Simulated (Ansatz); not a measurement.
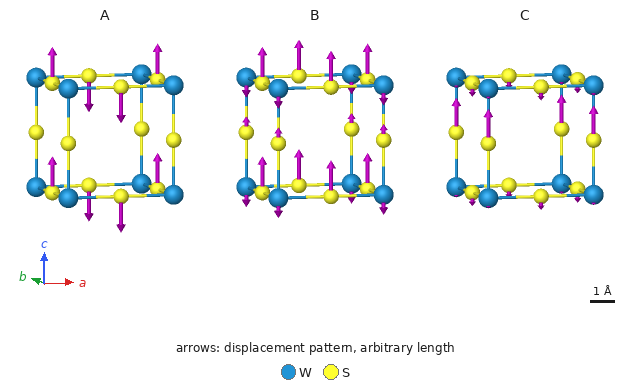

Three optical modes of solid WS₃ (a generated structure) at the zone centre, in no order (one member of each degenerate set). The purple arrows are the displacements of the atoms (eigenvector over the root of the mass), of arbitrary overall length and sign. A ball-and-stick model of the cell of the calculation, seen slightly off an axis.

Method: DFT PBEsol, scalar-relativistic, plane waves, PAW in Ansatz 0.2.0. (plane-wave cutoff 420 eV; k-point mesh 10 × 10 × 10; occupations fermi dirac; smearing width 0.15 eV; no spin polarisation)

The frequencies depend somewhat on the k-mesh and the smearing.

Q: Rank the modes by frequency, softest first.

A: B (91 cm⁻¹), A (117 cm⁻¹), C (387 cm⁻¹). B, T₁u: All motion is along c; it mainly bends the S–W bonds; the kinetic energy is shared as S 69 %, W 31 %. A, T₂u: The W atoms stay at rest; all motion is along c; atoms of one kind move against one another, with no net shift of their sublattice; the S–W bond lengths don't change to first order, so for these it is a bending, tilting or sliding motion. C, T₁u: All motion is along c; of the bonds it mainly stretches S–W, some lengthening while others shorten; the kinetic energy is shared as S 97 %, W 3 %. The crystal is metallic in this run.
